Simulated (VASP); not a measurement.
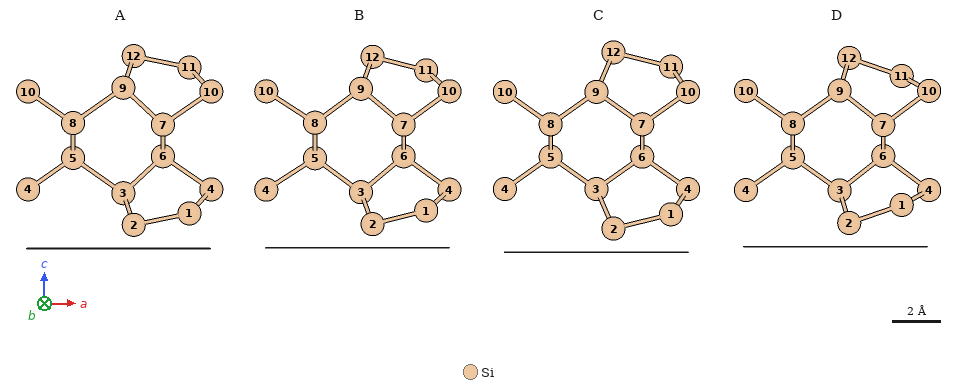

4 geometries from one relaxation of a slab of composition Si, in shuffled order. The picture is a ball-and-stick view of the cell of the calculation, outlined in the plane, without the vacuum, seen along the b axis.

The run lets the atoms move in a fixed cell.

Computed with VASP, Kohn-Sham DFT of a periodic cell, PBE, VASP PAW PBE potentials, recommended. Settings: plane-wave cutoff 520 eV; k-point mesh 4 × 7 × 1; occupations gaussian; smearing width 0.03 eV; no spin polarisation.

**Put them in the order of the run, from the start to the converged end.**

C, A, B, D. They are steps 0, 2, 8, 26, at +1.260 eV per cell of the calculation, +0.647 eV per cell of the calculation, +0.192 eV per cell of the calculation relative to the last. The largest moves relative to the layer's centre, 0.53 Å, are those of Si1 and Si11. Si11 goes at 41° to the normal (−c side). The cell stays as it was. Near-neighbour distances that change, for instance: Si1–Si6 3.337 → 2.936 Å, Si2–Si3 2.653 → 2.408 Å, Si11–Si12 2.500 → 2.344 Å, Si3–Si5 2.368 → 2.416 Å. Bond angles that change, for instance: Si7–Si10–Si11 90.7° → 76.3°, Si12–Si9–Si12 93.6° → 106.8°, Si10–Si11–Si12 114.3° → 123.7°. Over 26 geometry steps the energy falls by 1.260 eV per cell of the calculation. The largest force component goes from 1.1 to 0.0093 eV/Å.
